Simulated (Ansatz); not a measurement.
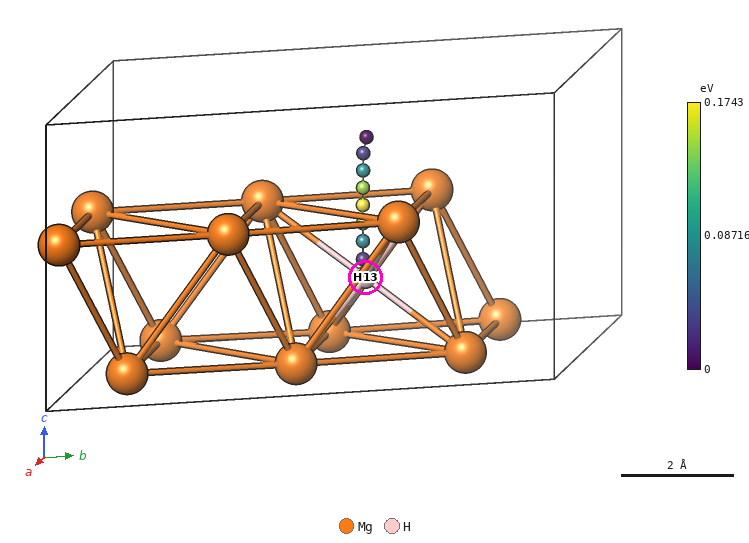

A nudged-elastic-band calculation for Mg with an interstitial H (13 atoms in the cell). Images are numbered from 0 (start) to 8 (end). The start is drawn whole; smaller spheres mark the moving atoms (H) in the later images, joined by lines and coloured by the energy of the image relative to the start. Style: ball-and-stick. Shown: the simulation cell (origin moved), slightly off an axis. The moving atom is ringed, with any periodic copies. Bonds to atoms that aren't drawn are left out.

Method: Ansatz, DFT PBE, scalar-relativistic, plane waves, PAW. Settings: plane-wave cutoff 420 eV; k-point mesh 3 × 2 × 3; Gaussian smearing 0.05 eV; 7 movable images; climbing image; force threshold 0.03 eV/Å; iteration limit 74; starting path by image-dependent pair potential.

What moves, how far, and at what cost in energy?

Answer. The H atom travels furthest, 2.55 Å from end to end, along +c, on a path that bends up to 0.08 Å away from the straight line. At the highest image its nearest neighbour (Mg) is 1.90 Å away, against 2.24 Å at the start, and the surrounding atoms stand up to 0.09 Å off the mean of their end positions. The barrier is about 0.174 eV in both directions, with image 4 at the top; the ends have nearly the same energy. The band converged in 4 iterations. The largest component of the band force went from 0.71 to 0.027 eV/Å. The climbing image converged on the top of the path. A check of its curvatures didn't confirm a first-order saddle.

Limits of the set-up: the k-point mesh is coarse for a cell with partly filled bands; the periodic images lie only 5.2 Å apart, so the values are limited by the cell's size.

The run took 4 min on 2 threads of INTEL(R) XEON(R) PLATINUM 8581C CPU @ 2.10GHz (Emerald Rapids) (shared host), peak memory 1.4 GiB.
